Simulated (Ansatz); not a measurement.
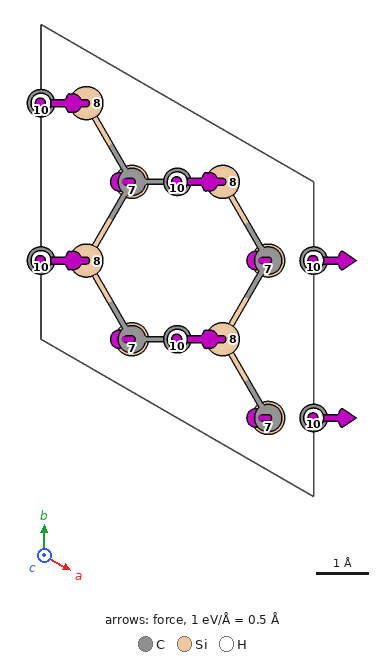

Starting geometry of a slab of composition Si4HC5 (cut from the P6_3mc phase) with the computed forces as purple arrows. Style: ball-and-stick. Shown: the 2 × 2 repeat of the cell, outlined in the plane, without the vacuum, along the c axis.

Case: CH put at a bridge C-Si site. The slab is the (0 0 1) face of SiC with CH on it. 4 atoms are held fixed.

Level of theory: Ansatz 0.2.0, DFT r2SCAN, scalar-relativistic, plane waves, PAW. Set-up: plane-wave cutoff 500 eV; k-point mesh 9 × 9 × 1; occupations gaussian; smearing width 0.05 eV; collinear spin; dipole correction; atoms relaxed in a fixed cell; force threshold 0.03 eV/Å; at most 70 steps.

What follows when this structure is relaxed?

It isn't relaxed: the largest force vector, on a C atom, is 2.72 eV/Å. The final displacements follow the starting forces only in part (cosine between the two patterns 0.34). The largest moves, 0.89 Å, are those of C and H atoms. By element the largest moves are H 0.89 Å, C 0.89 Å, Si 0.02 Å. The lattice vectors keep their values. Among the contacts that change: C–Si 1.882 → 1.813 Å, C–Si 1.961 → 1.894 Å, C–Si 1.929 → 1.892 Å, C–Si 1.863 → 1.890 Å. Bond angles that change, for instance: C–Si–C 79.5° → 109.6°, Si–C–H 151.9° → 179.3°, C–Si–C 119.4° → 110.3°. Over 5 accepted moves (6 points after the start) the energy falls by 0.876 eV per cell of the calculation. The largest force component goes from 2.6 to 0.025 eV/Å. 1 step only repeated the SCF at the same geometry. Cost: 9.6 min on 2 threads of Intel(R) Xeon(R) Platinum 8488C (Sapphire Rapids), with other jobs on the host, peak memory 1.3 GiB.

Limits of the set-up: the periodic images lie only 3.1 Å apart, so the values are limited by the cell's size.
